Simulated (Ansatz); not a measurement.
# Ti: a failed or faulty run and its cure

System: Ti (R-3m, 2 atoms in the cell).
Method of run 1: DFT, PBEsol, all-electron LAPW (Ansatz 0.2.0).

The structure was built on a prototype by a generator; it need not be a known phase. Text and figures count atoms from 1; the logs count them from 0 in places.

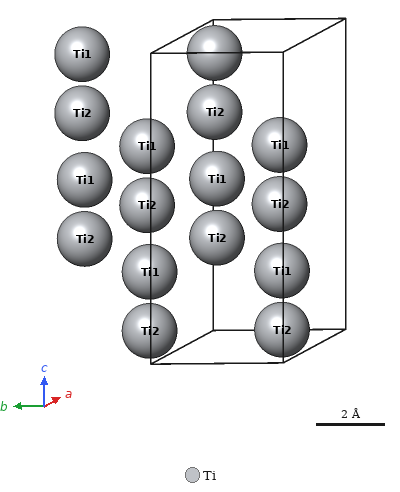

Fig. 1: The structure as given in the input (spheres-only view of the cell 3 times as large as that of the calculation, set on its symmetry axes, repeated 1 × 2 × 1, seen at an oblique angle; atoms are numbered from 1 in the order of the input). An atom can appear more than once, as a periodic image.

The input, run 1:
```yaml
crystal:
  lattice:
    - [0.0, 2.7912246522, 2.7912246522]
    - [2.7912246522, 0.0, 2.7912246522]
    - [2.7912246522, 2.7912246522, 0.0]
  atoms:
    - { symbol: TIx, position: [-0.215, -0.095, -0.095] }
    - { symbol: Ti, position: [0.215, 0.095, 0.095] }
kpoints:
  mp_grid: { grid: [9, 9, 9] }
scf:
  occupations: { method: fermi_dirac, width: 0.05 }
  max_iter: 60
hamiltonian:
  xc: pbesol
  pseudopotentials: { kind: all_electron, lapw: { basis_error: 0.001 } }
output:
  forces: true
  stress: true
  eigenvalues: true
  populations: true
```

Launched with:
```bash
ansatz run input.yaml --threads 1 --pin off --max-ram 2048MiB --backend cpu --events-out ev --progress --plain --runs-dir out
```

Hardware: 1 thread of Arm Neoverse V2, 112 GiB of memory available, shared host.

Output (run 1):
```
Error: YAML parse error: error: line 7 column 17: `TIx` is not an element symbol (H … Og, case-exact)
 --> <input>:7:17
  |
5 |     - [2.7912246522, 2.7912246522, 0.0]
6 |   atoms:
7 |     - { symbol: TIx, position: [-0.215, -0.095, -0.095] }
  |                 ^ `TIx` is not an element symbol (H … Og, case-exact)
8 |     - { symbol: Ti, position: [0.215, 0.095, 0.095] }
9 | kpoints:
  |
```

What should be changed in this input?

Answer. A setting was made wrong on purpose: an unknown element (`crystal.atoms[0].symbol`). The program refused the input: “YAML parse error: error: line 7 column 17: `TIx` is not an element symbol (H … Og, case-exact) --> <input>:7:17 | 5 | - [2.7912246522, 2.7912246522, 0.0] 6 | atoms: 7 | - { symbol: TIx, position: [-0.215, -0.095, -0.095] } | ^ `TIx` is not an element symbol (H … Og, case-exact) 8 | - { symbol: Ti, position: [0.215, …”

A run of the same system that converges differs from this input as follows (lines with − go, lines with + come):
```diff
-    - { symbol: TIx, position: [-0.215, -0.095, -0.095] }
+    - { symbol: Ti, position: [-0.215, -0.095, -0.095] }
-  max_iter: 60
```

Output, shortened to warnings, some set-up lines, iterations and results (run 2):
```
Basis set: ecut = 522.721227113848 eV, 1243 PW (Γ), exchange–correlation at level 2
Symmetry: 12 space group operations
k-points: 85 of 729
Initial density: superposition of atomic densities (chi_scale 0.1, normalization cell)
[...]
SCF iter   1: F=—  HF=-46412.513935 eV  |F-HF|=—  |Δ(HF+E_count)|=         —  Δρ=9.81e-2  dr2=5.60e0  ethr=1.39e-2  ⟨swp⟩=2.0  Hψ=13934  notcnv=0
SCF iter   2: F=—  HF=-46411.112520 eV  |F-HF|=—  |Δ(HF+E_count)|=    1.40e0  Δρ=3.41e-2  dr2=5.59e-1  ethr=1.39e-2  ⟨swp⟩=3.0  Hψ=5796  notcnv=0
SCF iter   3: F=—  HF=-46410.967643 eV  |F-HF|=—  |Δ(HF+E_count)|=   1.45e-1  Δρ=2.15e-2  dr2=3.07e-1  ethr=1.40e-3  ⟨swp⟩=2.3  Hψ=5888  notcnv=0
SCF iter   4: F=—  HF=-46410.894341 eV  |F-HF|=—  |Δ(HF+E_count)|=         —  Δρ=4.72e-3  dr2=1.06e-2  ethr=2.64e-5  ⟨swp⟩=2.0  Hψ=10640  notcnv=0
SCF iter   5: F=—  HF=-46410.892481 eV  |F-HF|=—  |Δ(HF+E_count)|=   1.86e-3  Δρ=2.02e-3  dr2=1.93e-3  ethr=2.64e-5  ⟨swp⟩=2.0  Hψ=5594  notcnv=0
SCF iter   6: F=—  HF=-46410.892252 eV  |F-HF|=—  |Δ(HF+E_count)|=   2.29e-4  Δρ=7.45e-4  dr2=3.55e-4  ethr=4.82e-6  ⟨swp⟩=2.0  Hψ=5589  notcnv=0
SCF iter   7: F=—  HF=-46410.892221 eV  |F-HF|=—  |Δ(HF+E_count)|=   3.09e-5  Δρ=2.27e-4  dr2=2.85e-5  ethr=8.87e-7  ⟨swp⟩=2.4  Hψ=5618  notcnv=0
SCF iter   8: F=—  HF=-46410.892213 eV  |F-HF|=—  |Δ(HF+E_count)|=   7.75e-6  Δρ=5.97e-5  dr2=1.01e-6  ethr=7.11e-8  ⟨swp⟩=3.0  Hψ=5974  notcnv=0
SCF iter   9: F=-46410.892213 eV  HF=-46410.892213 eV  |F-HF|=1.75e-8  |Δ(HF+E_count)|=   2.52e-7  Δρ=9.26e-6  dr2=3.27e-8  ethr=2.52e-9  ⟨swp⟩=3.0  Hψ=5831  notcnv=0
SCF 1 converged in 9 iterations: F = -46410.892213 eV  dr2 = 3.27e-8
SCF converged after 9 iterations
Free energy (F): -46410.892213 eV
Harris-Foulkes:  -46410.892213 eV  (|F-HF|=1.75e-8)
Internal energy: -46410.870076 eV  (E = F + TS)
E sigma→0 (E₀):  -46410.881145 eV
Entropy (-TS):   -0.022137 eV (-11.069 meV/atom)
Fermi energy:    9.789005 eV
--- Per-component energies (eV) ---
  E_band       = -7587.468686
  E_kinetic    = 46855.357639
  E_xc         = -2247.217773
  E_electrostatic = -91019.009942  (all electrons and nuclei)
  E_smearing   = -0.022137  (= −TS)
  E_closure    = 0.000000  (closes the sum)
  E_atoms      = -46400.709995  (free atoms, spherical and without spin; not in F)
  Σ components = -46410.892213   (vs F -46410.892213, Δ=0.00e0)
  Basis errors (estimates in eV, not in F): energy 5.3e-4 per atom: plane waves 4.8e-4 (3.1e-4 summed), levels above the bands 9.6e-26, relativity 1.5e-7, radial functions 4.5e-5, core shells 1.0e-10; eigenvalues (radial functions only) 6.2e-7; not estimated: angular momenta, meshes, grids; target …
--- Forces (eV/Å), atoms counted from 1 ---
  atom   1  Ti    -0.98508076     0.98508076     0.98508076
  atom   2  Ti     0.98508076    -0.98508076    -0.98508076
  max |Σ_I F_I| component: 2.22e-16 eV/Å
--- Stress (GPa, compression-positive) ---
        3.753469     -13.396435     -13.396435
      -13.396435       3.753469      13.396435
      -13.396435      13.396435       3.753469
  P = ⅓ Tr σ = 3.7535 GPa (37.535 kbar)
--- Löwdin populations: 2 sites ---
  site symbol       q [e]
     0     Ti     21.9119
     1     Ti     21.9119
  spilling = 0.004005 (of n_electrons = 44.000000)
```

The two runs side by side:

| quantity | run 1 | run 2 |
| --- | --- | --- |
| outcome | refused | converged |
| free energy per atom (eV) | – | −23205.4461 |
| pressure (GPa) | – | 3.75 |
| volume per atom (Å³) | – | 21.75 |
| largest force (eV/Å) | – | 1.706 |
| SCF iterations | – | 9 |
| irreducible k-points | – | 85 |
| plane waves at Γ | – | 1243 |
